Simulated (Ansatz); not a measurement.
## TaN: geometry relaxation (part 2 of 2)

The same run, continued: TaN (P6₃/mmc, 4 atoms in the cell); DFT PBE, scalar-relativistic, plane waves, PAW, PAW set soft_1, no spin polarisation (Ansatz 0.2.0); cutoff 520 eV, 9×9×4 k-mesh, Gaussian smearing of 0.1 eV. The structure derives from an entry of the Crystallography Open Database.

Geometry of the input (Å; fractional positions):
```
3.0480  0.0000  0.0000
-1.5240  2.6396  0.0000
0.0000  0.0000  4.9180
Ta 0.0000  0.0000  0.0000
Ta 0.0000  0.0000  0.5000
N  0.3333  0.6667  0.2500
N  0.6667  0.3333  0.7500
```

**Log, continued**
```
relax step   7: F+E_penalty+E_count = -20638.19566037 eV  Δ(F+E_penalty+E_count) = -5.338e-3 eV  max|allowed force component| = 1.619e-16 eV/Å  Δτ_max = 0.0000 Å  P = +0.274 GPa  Ω = 43.537 Å³  stress off target by 6.15e-1 GPa  SCF on the basis re-selected at this cell (its energy is not comparable with the rows above)  (6 SCF iters)
basis re-selected at this cell: Δ(F+E_penalty+E_count) = -5.338e-3 eV, ΔP = +0.177 GPa vs the last step (what re-selecting the basis moved, of the pressure what is left beyond the Pulay correction that the steps carried, after the strain that the cell walked since its last selection, with what the two solves' SCF thresholds leave and, on support functions, any second-order correction that the steps lacked; it is no measure of the basis error at this ecutwfc). The dense FFT grid was sized anew with the basis: this SCF ran on 24×24×45 points, the steps before it on 24×24×40, so part of this shift can come from that change (see relax.cell in the input reference). This SCF's stress stands 6.15e-1 GPa from its target on what of the cell is left free (relax.cell.stress_tol is 5.00e-1 GPa) and its largest allowed force component is 1.62e-16 eV/Å (relax.f_tol is 5.00e-2 eV/Å): not within both, so this SCF does not close the relaxation
Crystal: 4 atoms, lattice volume = 43.572 Å³
iter 1 solved again at ethr=3.67e-8 eV; its pass at ethr=3.10e-3 eV (dr2=1.32e-5 eV) is discarded
SCF iter   1: F=—  HF=-20638.195720 eV  |F-HF|=—  |Δ(HF+E_count)|=         —  Δρ=1.72e-4  dr2=1.35e-5  ethr=3.67e-8  ⟨swp⟩=2.3  Hψ=4244  notcnv=0
preconditioner: auto → none  [insulator: Δε(μ)=0.128 eV  Ē_g=10.873 eV  σ=0.100 eV  W_gap=0.64  n_scr=10 (ndim 8)  ℏωp=25.2 eV  f_vac=0.000  D(μ)=0.66/eV (n_scr^D=2)  ε∞_Penn≈6.4]
SCF iter   2: F=—  HF=-20638.195720 eV  |F-HF|=—  |Δ(HF+E_count)|=   8.54e-8  Δρ=4.79e-5  dr2=8.94e-7  ethr=3.67e-8  ⟨swp⟩=2.5  Hψ=1279  notcnv=0
iter 3 did not close the SCF: its close was put off for the readings that it lacked (scf_convergence_deferred on its scf_iter line)
SCF iter   3: F=-20638.195720 eV  HF=-20638.195720 eV  |F-HF|=5.24e-10  |Δ(HF+E_count)|=   2.14e-7  Δρ=9.69e-6  dr2=1.80e-8  ethr=2.48e-9  ⟨swp⟩=2.4  Hψ=1229  notcnv=0
iter 4 did not close the SCF: its close was put off for the readings that it lacked (scf_convergence_deferred on its scf_iter line)
SCF iter   4: F=-20638.195720 eV  HF=-20638.195720 eV  |F-HF|=2.18e-11  |Δ(HF+E_count)|=   4.33e-9  Δρ=1.19e-6  dr2=2.64e-10  ethr=5.00e-11  ⟨swp⟩=2.3  Hψ=1302  notcnv=0
iter 5 did not close the SCF: its close was put off for the readings that it lacked (scf_convergence_deferred on its scf_iter line)
SCF iter   5: F=-20638.195720 eV  HF=-20638.195720 eV  |F-HF|=3.64e-12  |Δ(HF+E_count)|=  7.28e-11  Δρ=1.45e-7  dr2=4.57e-12  ethr=1.00e-12  ⟨swp⟩=2.1  Hψ=1294  notcnv=0
SCF iter   6: F=-20638.195720 eV  HF=-20638.195720 eV  |F-HF|=7.28e-12  |Δ(HF+E_count)|=    0.00e0  Δρ=1.95e-8  dr2=1.06e-13  ethr=1.00e-12  ⟨swp⟩=1.0  Hψ=2016  notcnv=0
SCF 8 converged in 6 iterations: F = -20638.195720 eV  dr2 = 1.06e-13
relax step   8: F+E_penalty+E_count = -20638.19571998 eV  Δ(F+E_penalty+E_count) = -5.961e-5 eV  max|allowed force component| = 1.480e-16 eV/Å  Δτ_max = 0.0000 Å  P = -0.013 GPa  Ω = 43.572 Å³  energy of the carried Pulay correction = -3.940e-6 eV  (6 SCF iters, dr2 threshold 4.00e-7 eV, accepted)
iter 1 solved again at ethr=1.56e-8 eV; its pass at ethr=3.10e-3 eV (dr2=5.60e-6 eV) is discarded
SCF iter   1: F=—  HF=-20638.195718 eV  |F-HF|=—  |Δ(HF+E_count)|=         —  Δρ=1.03e-6  dr2=5.62e-11  ethr=1.56e-8  ⟨swp⟩=3.6  Hψ=6393  notcnv=0
eigensolver tolerance schedule: the retry pair's looser diagonalisation over-reported the residual by 99541.17 of it (diagonalisation noise at 1.00 of the residual, at the tolerance the schedule requests for it); recorded, not acted on — ethr = c·dr2/N_el stays at c = 1.0e-1
SCF iter   2: F=—  HF=-20638.195724 eV  |F-HF|=—  |Δ(HF+E_count)|=   6.81e-6  Δρ=5.56e-7  dr2=1.93e-11  ethr=1.00e-12  ⟨swp⟩=3.3  Hψ=2070  notcnv=0
iter 3 did not close the SCF: its close was put off for the readings that it lacked (scf_convergence_deferred on its scf_iter line)
SCF iter   3: F=-20638.195724 eV  HF=-20638.195724 eV  |F-HF|=1.09e-11  |Δ(HF+E_count)|=  2.91e-11  Δρ=2.99e-7  dr2=4.32e-12  ethr=1.00e-12  ⟨swp⟩=1.0  Hψ=936  notcnv=0
iter 4 did not close the SCF: its close was put off for the readings that it lacked (scf_convergence_deferred on its scf_iter line)
SCF iter   4: F=-20638.195724 eV  HF=-20638.195724 eV  |F-HF|=3.64e-12  |Δ(HF+E_count)|=  1.09e-11  Δρ=2.54e-8  dr2=8.73e-14  ethr=1.00e-12  ⟨swp⟩=1.0  Hψ=936  notcnv=0
iter 5 did not close the SCF: its close was put off for the readings that it lacked (scf_convergence_deferred on its scf_iter line)
SCF iter   5: F=-20638.195724 eV  HF=-20638.195724 eV  |F-HF|=0.00e0  |Δ(HF+E_count)|=    0.00e0  Δρ=1.32e-8  dr2=2.15e-14  ethr=1.00e-12  ⟨swp⟩=1.0  Hψ=936  notcnv=0
iter 6 did not close the SCF: its close was put off for the readings that it lacked (scf_convergence_deferred on its scf_iter line)
SCF iter   6: F=-20638.195724 eV  HF=-20638.195724 eV  |F-HF|=3.64e-12  |Δ(HF+E_count)|=  3.64e-12  Δρ=4.37e-9  dr2=3.01e-15  ethr=1.00e-12  ⟨swp⟩=1.0  Hψ=936  notcnv=0
SCF iter   7: F=-20638.195724 eV  HF=-20638.195724 eV  |F-HF|=1.09e-11  |Δ(HF+E_count)|=  3.64e-12  Δρ=1.29e-9  dr2=2.70e-16  ethr=1.00e-12  ⟨swp⟩=1.0  Hψ=2016  notcnv=0
SCF 9 converged in 7 iterations: F = -20638.195724 eV  dr2 = 2.70e-16
relax step   9: F+E_penalty+E_count = -20638.19572435 eV  Δ(F+E_penalty+E_count) = -4.369e-6 eV  max|allowed force component| = 1.480e-16 eV/Å  Δτ_max = 0.0000 Å  P = -0.013 GPa  Ω = 43.572 Å³  stress off target by 2.84e-2 GPa  SCF on the basis re-selected at this cell (its energy is not comparable with the rows above)  (7 SCF iters)
```

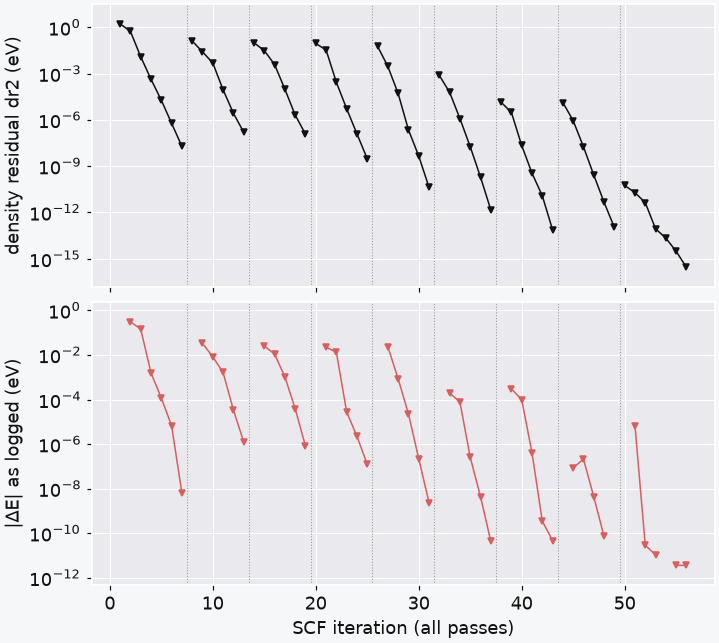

**Figure 1.** Convergence of the self-consistent field: density residual dr2 and size of the energy change against the SCF iteration. The dotted lines part the SCF passes of the relaxation: geometry steps, rejected trials and re-solves on a re-selected basis. The 9 passes take 6 to 7 iterations each, 56 in all.

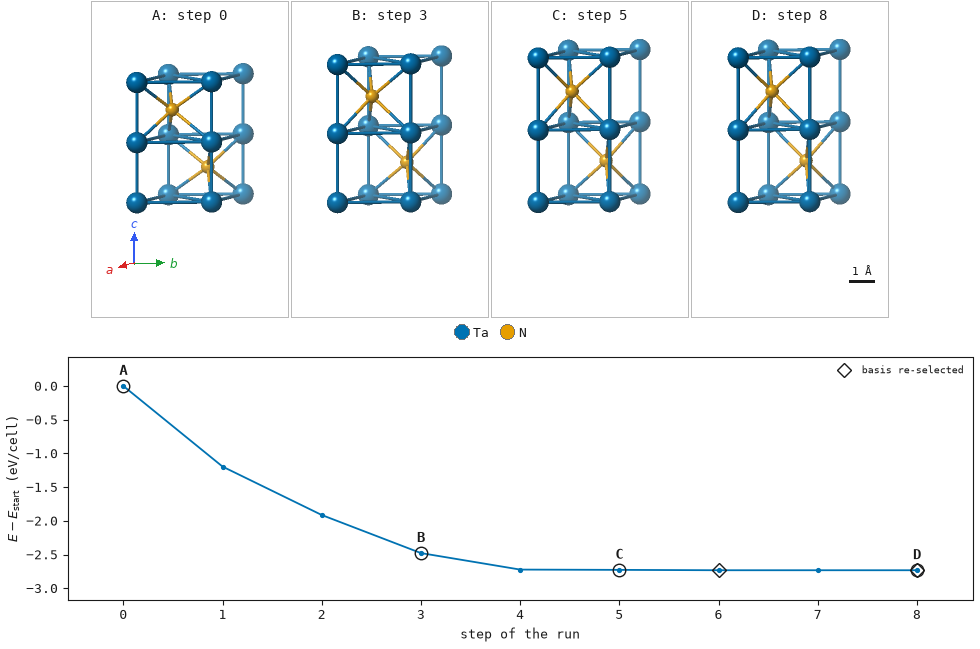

**Figure 2.** Frames of the relaxation (ball-and-stick view of the cell of the calculation, seen at an oblique angle) above the curves, on which the letters mark them (the first geometry is step 0 here and step 1 in the log).

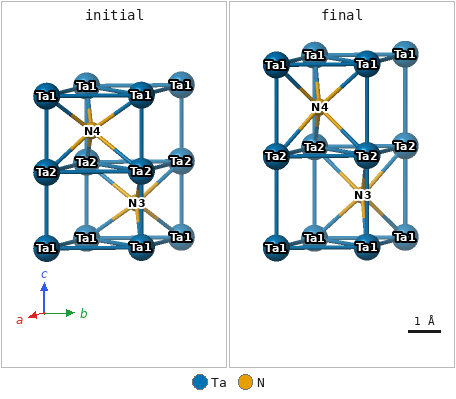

**Figure 3.** Before (left) and after (right) the relaxation, at one scale (ball-and-stick view of the cell of the calculation, seen at an oblique angle). The atoms keep their places relative to the cell (all moves are under 0.005 Å). The drawn cell changes as follows: a = b 3.048 → 2.917 Å (−4.3 %), c 4.918 → 5.912 Å (+20.2 %); the volume changes by +10.1 %. Among the contacts that change: Ta1–Ta2 2.459 → 2.956 Å, Ta1–Ta1 3.048 → 2.917 Å, Ta1–N3 2.147 → 2.241 Å. Among the angles that change: Ta1–N4–Ta2 69.9° → 82.5°, Ta1–N4–Ta1 90.5° → 81.2°, Ta1–N4–Ta2 131.6° → 135.9°. The space group stays P6_3/mmc (No. 194). After 6 geometry steps the energy has fallen by 2.733 eV per cell of the calculation. All forces vanish by symmetry, so only the cell relaxes. The pressure goes from 59.22 to −0.01 GPa. The basis was re-selected once at an unchanged geometry, which shifts the energy a little without any move. The energy change given includes the shifts at the re-selections in mid-walk, which come without any move. A last SCF at the same geometry on a re-selected plane-wave basis shifts the energy by next to nothing (0.0 meV per cell of the calculation). (Atoms are counted from 1 in the order of the input.)

```
basis re-selected at this cell: Δ(F+E_penalty+E_count) = -4.369e-6 eV, ΔP = -0.000 GPa vs the last step (what re-selecting the basis moved, of the pressure what is left beyond the Pulay correction that the steps carried, after the strain that the cell walked since its last selection, with what the two solves' SCF thresholds leave and, on support functions, any second-order correction that the steps lacked; it is no measure of the basis error at this ecutwfc). This SCF's stress stands 2.84e-2 GPa from its target on what of the cell is left free (relax.cell.stress_tol is 5.00e-1 GPa) and its largest allowed force component is 1.48e-16 eV/Å (relax.f_tol is 5.00e-2 eV/Å): within both
SCF converged after 7 iterations
Free energy (F): -20638.195724 eV
Harris-Foulkes:  -20638.195724 eV  (|F-HF|=1.09e-11)
Internal energy: -20638.192432 eV  (E = F + TS)
E sigma→0 (E₀):  -20638.194078 eV
Entropy (-TS):   -0.003293 eV (-0.823 meV/atom)
Fermi energy:    19.800785 eV
--- Per-component energies (eV) ---
  E_band       = -113.426472
  E_kinetic    = 1046.367747
  E_local      = -1187.510681  (includes V_loc(G=0)·N_el)
  E_nonlocal   = 47.973795
  E_hartree    = 423.253028
  E_xc         = -763.157991
  E_vxc        = -620.533315  (∫ρ·V_xc dr)
  E_paw        = -16865.208240  (= ΣΔE_a)
  E_vpaw       = -246.230099  (= ΣTr[D̂ρ^β])
  E_aug_tail   = 0.000025  (compensation charges beyond the density's cutoff)
  E_ewald      = -3339.910115
  E_smearing   = -0.003293  (= −TS)
  E_closure    = 0.000000  (closes the sum)
  Σ components = -20638.195724   (vs F -20638.195724, Δ=0.00e0)
--- Forces (eV/Å), atoms counted from 1 ---
  atom   1  Ta     0.00000000     0.00000000    -0.00000000
  atom   2  Ta     0.00000000     0.00000000     0.00000000
  atom   3  N      0.00000000    -0.00000000     0.00000000
  atom   4  N      0.00000000     0.00000000     0.00000000
  max |Σ_I F_I| component: 7.89e-31 eV/Å
--- Stress (GPa, compression-positive) ---
       -0.028414       0.000000       0.000000
        0.000000      -0.028414       0.000000
        0.000000       0.000000       0.017504
  P = ⅓ Tr σ = -0.0131 GPa (-0.131 kbar)
--- Band table (eV; the first three rows and the last of 36) ---
  k-point 0: bands = ["-48.5612", "-48.5243", "-15.6345", "-14.8777", "-14.6373", "-14.6373", "-14.5761", "-14.5761", "2.3686", "4.7404", "10.6575", "15.0974", "15.0974", "15.6132", "16.4072", "17.9158", "17.9158", "19.6797", "19.6797", "20.4770", "20.4770", "22.2474", "23.0400", "23.8737", "23.8737", "25.8881"]
  k-point 1: bands = ["-48.5558", "-48.5297", "-15.5297", "-14.9951", "-14.6284", "-14.6284", "-14.5852", "-14.5852", "2.6597", "4.3008", "11.2849", "14.3970", "15.3446", "15.3446", "17.1103", "17.1103", "17.5237", "20.4391", "20.4391", "20.6403", "20.6403", "21.1910", "23.6916", "23.7711", "23.7711", "25.3384"]
  k-point 2: bands = ["-48.5428", "-48.5428", "-15.2687", "-15.2687", "-14.6069", "-14.6069", "-14.6069", "-14.6069", "3.4149", "3.4149", "12.7324", "12.7324", "16.0552", "16.0552", "16.0552", "16.0552", "19.2419", "19.2419", "20.8962", "20.8962", "20.8962", "20.8962", "24.2342", "24.2342", "24.2342", "24.2342"]
  k-point 35: bands = ["-48.4498", "-48.4498", "-15.3506", "-15.3506", "-15.3354", "-15.3354", "-15.0220", "-15.0220", "4.6988", "4.6988", "12.7870", "12.7870", "14.1520", "14.1520", "14.2274", "14.2274", "19.4794", "19.4794", "22.6026", "22.6026", "23.0382", "23.0382", "23.8832", "23.8832", "28.2186", "28.2186"]
--- Relaxed structure (7 steps of the walk, 7 accepted, 2 SCFs on fresh bases) ---
  F+E_penalty+E_count = -20638.19572435 eV   max|allowed force component| = 1.480e-16 eV/Å   (the final SCF, on the basis selected at the relaxed cell)
  cell:  # Å, volume = 43.5718 Å³
    - [2.9171790465616017, 0.0, 0.0]
    - [-1.4585895232808008, 2.5263511617100147, 0.0]
    - [0.0, 0.0, 5.91219019592797]
  atoms:
    - { symbol: Ta, position: [-1.2942222757064682e-35, -8.512191765351515e-35, 4.997085921348371e-35] }
    - { symbol: Ta, position: [-1.259918313520434e-34, -2.0064452018328574e-34, 0.5] }
    - { symbol: N, position: [0.3333333333333333, 0.6666666666666666, 0.25] }
    - { symbol: N, position: [0.6666666666666666, 0.3333333333333333, 0.7500000000000001] }
```

**Trajectory as extended XYZ (Å, eV, eV/Å), 9 frames, from step=1 to step=9**
```
4
Lattice="3.0480 0.0000 0.0000 -1.5240 2.6396 0.0000 0.0000 0.0000 4.9180" Properties=species:S:1:pos:R:3:forces:R:3 step=1 energy=-20635.46306 pressure_GPa=59.22
Ta    0.0000    0.0000    0.0000    0.0000   0.0000   0.0000
Ta    0.0000    0.0000    2.4590    0.0000   0.0000   0.0000
N     0.0000    1.7598    1.2295    0.0000   0.0000   0.0000
N     1.5240    0.8799    3.6885    0.0000   0.0000   0.0000
4
Lattice="3.0734 0.0000 0.0000 -1.5367 2.6617 0.0000 0.0000 0.0000 5.1577" Properties=species:S:1:pos:R:3:forces:R:3 step=2 energy=-20636.65838 pressure_GPa=24.73
Ta    0.0000    0.0000    0.0000    0.0000   0.0000   0.0000
Ta    0.0000    0.0000    2.5788    0.0000   0.0000   0.0000
N     0.0000    1.7744    1.2894    0.0000   0.0000   0.0000
N     1.5367    0.8872    3.8683    0.0000   0.0000   0.0000
4
Lattice="3.0429 0.0000 0.0000 -1.5215 2.6353 0.0000 0.0000 0.0000 5.3972" Properties=species:S:1:pos:R:3:forces:R:3 step=3 energy=-20637.37645 pressure_GPa=10.03
Ta    0.0000    0.0000    0.0000    0.0000   0.0000   0.0000
Ta    0.0000    0.0000    2.6986    0.0000   0.0000   0.0000
N     0.0000    1.7568    1.3493    0.0000   0.0000   0.0000
N     1.5215    0.8784    4.0479    0.0000   0.0000   0.0000
4
Lattice="2.9829 0.0000 0.0000 -1.4914 2.5832 0.0000 0.0000 0.0000 5.6428" Properties=species:S:1:pos:R:3:forces:R:3 step=4 energy=-20637.94122 pressure_GPa=3.77
Ta    0.0000    0.0000    0.0000    0.0000   0.0000   0.0000
Ta    0.0000    0.0000    2.8214    0.0000   0.0000   0.0000
N     0.0000    1.7222    1.4107    0.0000   0.0000   0.0000
N     1.4914    0.8611    4.2321    0.0000   0.0000   0.0000
4
Lattice="2.9100 0.0000 0.0000 -1.4550 2.5201 0.0000 0.0000 0.0000 5.8832" Properties=species:S:1:pos:R:3:forces:R:3 step=5 energy=-20638.18608 pressure_GPa=3.21
Ta    0.0000    0.0000    0.0000    0.0000   0.0000   0.0000
Ta    0.0000    0.0000    2.9416    0.0000   0.0000   0.0000
N     0.0000    1.6801    1.4708    0.0000   0.0000   0.0000
N     1.4550    0.8400    4.4124    0.0000   0.0000   0.0000
4
Lattice="2.9171 0.0000 0.0000 -1.4585 2.5263 0.0000 0.0000 0.0000 5.9079" Properties=species:S:1:pos:R:3:forces:R:3 step=6 energy=-20638.19032 pressure_GPa=0.10
Ta    0.0000    0.0000    0.0000    0.0000   0.0000   0.0000
Ta    0.0000    0.0000    2.9539    0.0000   0.0000   0.0000
N     0.0000    1.6842    1.4770    0.0000   0.0000   0.0000
N     1.4585    0.8421    4.4309    0.0000   0.0000   0.0000
4
Lattice="2.9171 0.0000 0.0000 -1.4585 2.5263 0.0000 0.0000 0.0000 5.9079" Properties=species:S:1:pos:R:3:forces:R:3 step=7 energy=-20638.19566 pressure_GPa=0.27
Ta    0.0000    0.0000    0.0000    0.0000   0.0000   0.0000
Ta    0.0000    0.0000    2.9539    0.0000   0.0000   0.0000
N     0.0000    1.6842    1.4770    0.0000   0.0000   0.0000
N     1.4585    0.8421    4.4309    0.0000   0.0000   0.0000
4
Lattice="2.9172 0.0000 0.0000 -1.4586 2.5264 0.0000 0.0000 0.0000 5.9122" Properties=species:S:1:pos:R:3:forces:R:3 step=8 energy=-20638.19572 pressure_GPa=-0.01
Ta    0.0000    0.0000    0.0000    0.0000   0.0000   0.0000
Ta    0.0000    0.0000    2.9561    0.0000   0.0000   0.0000
N     0.0000    1.6842    1.4780    0.0000   0.0000   0.0000
N     1.4586    0.8421    4.4341    0.0000   0.0000   0.0000
4
Lattice="2.9172 0.0000 0.0000 -1.4586 2.5264 0.0000 0.0000 0.0000 5.9122" Properties=species:S:1:pos:R:3:forces:R:3 step=9 energy=-20638.19572 pressure_GPa=-0.01
Ta    0.0000    0.0000    0.0000    0.0000   0.0000   0.0000
Ta    0.0000    0.0000    2.9561    0.0000   0.0000   0.0000
N     0.0000    1.6842    1.4780    0.0000   0.0000   0.0000
N     1.4586    0.8421    4.4341    0.0000   0.0000   0.0000
```
